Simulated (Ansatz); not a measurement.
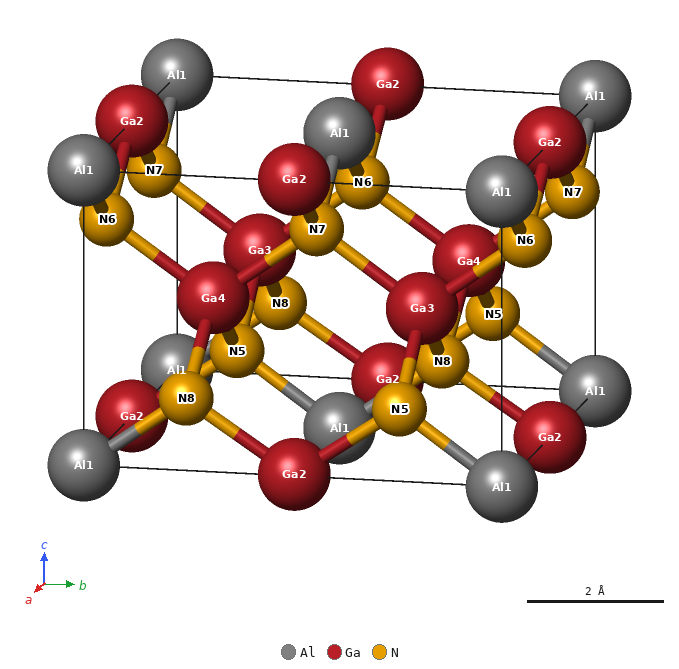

The structure (ball-and-stick view of the cell 2 times as large as that of the calculation, set on its symmetry axes, seen slightly off an axis; atoms are numbered from 1 in the order of the input). An atom can appear more than once, as a periodic image. Near neighbours in the periodic cell (some may lie outside the picture): Al has 4 N at 1.90 Å; Ga has 4 N at 1.87 to 2.03 Å; N has 1 Al at 1.90 Å and 3 Ga at 1.87 to 2.03 Å.

## AlGa$_{3}$N$_{4}$: a changed input and its effect

System: AlGa$_{3}$N$_{4}$ (8 atoms in the cell).
Method of the first run: DFT PBEsol, scalar-relativistic, plane waves, PAW, no spin polarisation (Ansatz 0.2.0).

The structure derives from a Materials Project entry. Text and figures count atoms from 1; the logs count them from 0 in places.

## Input, the first run
```yaml
crystal:
  lattice:
    - [4.4676279261, 0.0, 0.0]
    - [0.0, 4.4676279261, 0.0]
    - [0.0, 0.0, 4.4676279261]
  atoms:
    - { symbol: Al, position: [0.0, 0.0, 0.0] }
    - { symbol: Ga, position: [0.4841726573, 0.5158273427, 0.0] }
    - { symbol: Ga, position: [0.4841726573, 0.0158273427, 0.5] }
    - { symbol: Ga, position: [-0.0158273427, 0.5158273427, 0.5] }
    - { symbol: "N", position: [0.755030922, 0.755030922, 0.244969078] }
    - { symbol: "N", position: [0.755030922, 0.244969078, 0.755030922] }
    - { symbol: "N", position: [0.244969078, 0.755030922, 0.755030922] }
    - { symbol: "N", position: [0.244969078, 0.244969078, 0.244969078] }
basis:
  ecutwfc: 420
kpoints:
  mp_grid: { grid: [6, 6, 6] }
hamiltonian:
  xc: pbesol
scf:
  occupations: { method: gaussian, width: 0.05 }
output:
  forces: true
  stress: true
  eigenvalues: true
  write_density: true
  write_potential: true
  elf: true
  volumetric_format: npy
```

Command:
```bash
ansatz run input.yaml --threads 2 --pin off --max-ram 5120MiB --backend cpu --events-out ev --progress --plain --runs-dir out
```

Hardware: 2 threads of Intel Xeon @ 2.50GHz (Skylake/Cascade Lake), 189 GiB of memory available, shared host.

## Output, shortened to warnings, some set-up lines, iterations and results (the first run)
```
Basis set: ecut = 420 eV, 1743 PW (Γ), exchange–correlation on 60×60×60 points (8 copies of the dense FFT grid, shifted against one another)
Symmetry: 2 space group operations
k-points: 68 of 216 (time reversal used)
Initial density: superposition of atomic densities (neutral atoms: chi_scale 0, normalization atom), corrected by the library's trained network
[...]
SCF iter   1: F=—  HF=-13274.231585 eV  |F-HF|=—  |Δ(HF+E_count)|=         —  Δρ=1.18e-2  dr2=1.22e-1  ethr=1.77e-3  ⟨swp⟩=6.5  Hψ=10781  notcnv=0  defer=1
SCF iter   2: F=—  HF=-13274.197116 eV  |F-HF|=—  |Δ(HF+E_count)|=   3.45e-2  Δρ=1.81e-3  dr2=2.84e-3  ethr=1.97e-4  ⟨swp⟩=2.0  Hψ=4146  notcnv=0  defer=226
SCF iter   3: F=—  HF=-13274.196708 eV  |F-HF|=—  |Δ(HF+E_count)|=   4.07e-4  Δρ=8.68e-4  dr2=5.70e-4  ethr=4.59e-6  ⟨swp⟩=2.9  Hψ=4649  notcnv=0  defer=226
SCF iter   4: F=—  HF=-13274.196703 eV  |F-HF|=—  |Δ(HF+E_count)|=   5.14e-6  Δρ=2.07e-4  dr2=3.81e-5  ethr=9.19e-7  ⟨swp⟩=3.0  Hψ=5112  notcnv=0  defer=226
SCF iter   5: F=—  HF=-13274.196629 eV  |F-HF|=—  |Δ(HF+E_count)|=   7.43e-5  Δρ=1.10e-4  dr2=6.69e-6  ethr=6.15e-8  ⟨swp⟩=2.0  Hψ=4521  notcnv=0  defer=226
SCF iter   6: F=—  HF=-13274.196632 eV  |F-HF|=—  |Δ(HF+E_count)|=   3.52e-6  Δρ=1.57e-5  dr2=1.92e-7  ethr=1.08e-8  ⟨swp⟩=3.0  Hψ=4894  notcnv=0  defer=226
SCF iter   7: F=-13274.196632 eV  HF=-13274.196633 eV  |F-HF|=5.89e-8  |Δ(HF+E_count)|=   5.63e-8  Δρ=9.13e-6  dr2=7.41e-8  ethr=1.61e-10  ⟨swp⟩=13.7  Hψ=16880  notcnv=0
SCF 1 converged in 7 iterations: F = -13274.196632 eV  dr2 = 7.41e-8
SCF converged after 7 iterations
Free energy (F): -13274.196632 eV
Harris-Foulkes:  -13274.196633 eV  (|F-HF|=5.89e-8)
Internal energy: -13274.196632 eV  (E = F + TS)
E sigma→0 (E₀):  -13274.196632 eV
Fermi energy:    10.121361 eV
--- Per-component energies (eV) ---
  E_band       = -20.071562
  E_kinetic    = 898.913980
  E_local      = -6515.123308  (includes V_loc(G=0)·N_el)
  E_nonlocal   = 1482.013354
  E_hartree    = 2978.521717
  E_xc         = -483.858072
  E_vxc        = -509.155411  (∫ρ·V_xc dr)
  E_paw        = -6805.188890  (= ΣΔE_a)
  E_vpaw       = -1333.760745  (= ΣTr[D̂ρ^β])
  E_aug_tail   = 0.000081  (compensation charges beyond the density's cutoff)
  E_ewald      = -4832.195963
  E_core_change = 2.720468  (= ΣΔE_core)
  E_smearing   = -0.000000  (= −TS)
  E_closure    = -0.000000  (closes the sum)
  Σ components = -13274.196632   (vs F -13274.196632, Δ=0.00e0)
--- Forces (eV/Å), atoms counted from 1 ---
  atom   1  Al    -0.38508430     0.38508430     0.00888325
  atom   2  Ga     1.21355175    -1.21355175     0.26762934
  atom   3  Ga     1.20891137    -0.61001527     0.26642120
  atom   4  Ga     0.61001527    -1.20891137     0.26642120
  atom   5  N     -0.80730910     0.80014492    -0.25385338
  atom   6  N     -0.42298291     0.42298291     0.14537683
  atom   7  N     -0.61700114     0.61700114    -0.44701709
  atom   8  N     -0.80014492     0.80730910    -0.25385338
  max |Σ_I F_I| component: 4.40e-5 eV/Å
--- Stress (GPa, compression-positive) ---
        0.622690      -1.065203       3.369093
       -1.065203       0.622690      -3.369093
        3.369093      -3.369093       1.261074
  P = ⅓ Tr σ = 0.8355 GPa (8.355 kbar)
```

For the second run the input was changed thus:
```diff
+  n_extra_bands: 32
+  convergence: { dr2_threshold: 1.0e-09 }
+  mixing: { preconditioner: kerker_dos }
-  write_density: true
-  write_potential: true
-  elf: true
-  volumetric_format: npy
```

What does this change do to the results?

Both reach the same energy, so the change doesn't alter the result. The SCF takes 10 iterations against 7.

## Output, shortened to warnings, some set-up lines, iterations and results (the second run)
```
Warning: output.stress: scf.convergence.dr2_threshold = 1e-9 eV is looser than the 8e-10 eV advised for a printed stress (1e-10 eV for each atom of the cell: 8). What an SCF threshold leaves in a stress goes as its square root, and in the free energy as the threshold itself, and one threshold admits the most on a small cell: of the crystals measured, under no hybrid functional and no lock of the …
Basis set: ecut = 420 eV, 1743 PW (Γ), exchange–correlation on 60×60×60 points (8 copies of the dense FFT grid, shifted against one another)
Symmetry: 2 space group operations
k-points: 68 of 216 (time reversal used)
Initial density: superposition of atomic densities (neutral atoms: chi_scale 0, normalization atom), corrected by the library's trained network
[...]
SCF iter   1: F=—  HF=-13274.231470 eV  |F-HF|=—  |Δ(HF+E_count)|=         —  Δρ=1.18e-2  dr2=1.23e-1  ethr=1.77e-3  ⟨swp⟩=5.0  Hψ=17166  notcnv=0  defer=935
SCF iter   2: F=—  HF=-13274.203120 eV  |F-HF|=—  |Δ(HF+E_count)|=   2.83e-2  Δρ=5.23e-3  dr2=2.18e-2  ethr=1.99e-4  ⟨swp⟩=2.0  Hψ=5823  notcnv=0  defer=1821
SCF iter   3: F=—  HF=-13274.196670 eV  |F-HF|=—  |Δ(HF+E_count)|=   6.45e-3  Δρ=6.09e-4  dr2=1.87e-4  ethr=3.52e-5  ⟨swp⟩=2.0  Hψ=3779  notcnv=0  defer=1821
SCF iter   4: F=—  HF=-13274.196670 eV  |F-HF|=—  |Δ(HF+E_count)|=   8.16e-8  Δρ=2.93e-4  dr2=3.33e-5  ethr=3.02e-7  ⟨swp⟩=2.3  Hψ=4511  notcnv=0  defer=1821
SCF iter   5: F=—  HF=-13274.196635 eV  |F-HF|=—  |Δ(HF+E_count)|=   3.54e-5  Δρ=6.85e-5  dr2=4.06e-6  ethr=5.37e-8  ⟨swp⟩=3.0  Hψ=4591  notcnv=0  defer=1821
SCF iter   6: F=—  HF=-13274.196632 eV  |F-HF|=—  |Δ(HF+E_count)|=   2.25e-6  Δρ=3.14e-5  dr2=5.70e-7  ethr=6.55e-9  ⟨swp⟩=2.0  Hψ=3360  notcnv=0  defer=1821
SCF iter   7: F=—  HF=-13274.196633 eV  |F-HF|=—  |Δ(HF+E_count)|=   1.26e-7  Δρ=9.14e-6  dr2=4.57e-8  ethr=9.19e-10  ⟨swp⟩=2.0  Hψ=3204  notcnv=0  defer=1821
SCF iter   8: F=—  HF=-13274.196633 eV  |F-HF|=—  |Δ(HF+E_count)|=   2.27e-8  Δρ=2.42e-6  dr2=3.24e-9  ethr=7.37e-11  ⟨swp⟩=2.0  Hψ=3277  notcnv=0  defer=1821
SCF iter   9: F=—  HF=-13274.196633 eV  |F-HF|=—  |Δ(HF+E_count)|=   1.92e-9  Δρ=1.65e-6  dr2=2.91e-9  ethr=1.61e-12  ⟨swp⟩=12.6  Hψ=24855  notcnv=0
SCF iter  10: F=-13274.196633 eV  HF=-13274.196633 eV  |F-HF|=1.46e-11  |Δ(HF+E_count)|=  5.80e-10  Δρ=3.88e-7  dr2=7.38e-11  ethr=1.61e-12  ⟨swp⟩=2.6  Hψ=9915  notcnv=0
SCF 1 converged in 10 iterations: F = -13274.196633 eV  dr2 = 7.38e-11
SCF converged after 10 iterations
Free energy (F): -13274.196633 eV
Harris-Foulkes:  -13274.196633 eV  (|F-HF|=1.46e-11)
Internal energy: -13274.196633 eV  (E = F + TS)
E sigma→0 (E₀):  -13274.196633 eV
Fermi energy:    10.121357 eV
--- Per-component energies (eV) ---
  E_band       = -20.068502
  E_kinetic    = 898.914389
  E_local      = -6515.120660  (includes V_loc(G=0)·N_el)
  E_nonlocal   = 1482.013357
  E_hartree    = 2978.519089
  E_xc         = -483.858203
  E_vxc        = -509.155584  (∫ρ·V_xc dr)
  E_paw        = -6805.189190  (= ΣΔE_a)
  E_vpaw       = -1333.758034  (= ΣTr[D̂ρ^β])
  E_aug_tail   = 0.000081  (compensation charges beyond the density's cutoff)
  E_ewald      = -4832.195963
  E_core_change = 2.720468  (= ΣΔE_core)
  E_smearing   = -0.000000  (= −TS)
  E_closure    = 0.000000  (closes the sum)
  Σ components = -13274.196633   (vs F -13274.196633, Δ=0.00e0)
--- Forces (eV/Å), atoms counted from 1 ---
  atom   1  Al    -0.38496634     0.38496634     0.00889374
  atom   2  Ga     1.21348617    -1.21348617     0.26759586
  atom   3  Ga     1.20884597    -0.61007325     0.26641456
  atom   4  Ga     0.61007325    -1.20884597     0.26641456
  atom   5  N     -0.80729041     0.80016716    -0.25387042
  atom   6  N     -0.42297020     0.42297020     0.14540910
  atom   7  N     -0.61701472     0.61701472    -0.44698805
  atom   8  N     -0.80016716     0.80729041    -0.25387042
  max |Σ_I F_I| component: 3.43e-6 eV/Å
--- Stress (GPa, compression-positive) ---
        0.622642      -1.065165       3.369150
       -1.065165       0.622642      -3.369150
        3.369150      -3.369150       1.261014
  P = ⅓ Tr σ = 0.8354 GPa (8.354 kbar)
```

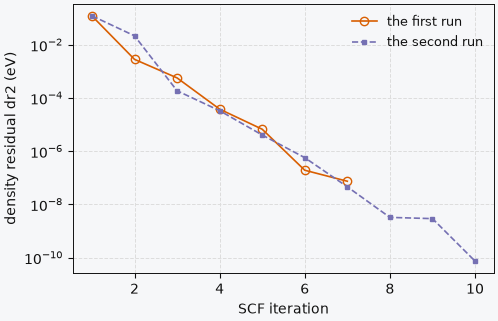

Convergence of the two runs: density residual dr2 against the SCF iteration. The first run takes 7 iterations in all, and the second run takes 10.

## The two runs side by side

| quantity | the first run | the second run |
| --- | --- | --- |
| outcome | converged | converged |
| free energy per atom (eV) | −1659.2746 | −1659.2746 |
| gap on the mesh (eV) | 2.09 | 2.09 |
| pressure (GPa) | 0.84 | 0.84 |
| largest force (eV/Å) | 1.737 | 1.737 |
| SCF iterations | 7 | 10 |
| irreducible k-points | 68 | 68 |
| plane waves at Γ | 1743 | 1743 |
| wall time (shared host) | 29 s | 39 s |

For the second run: Warnings: the SCF threshold is looser than advised for the printed stress.
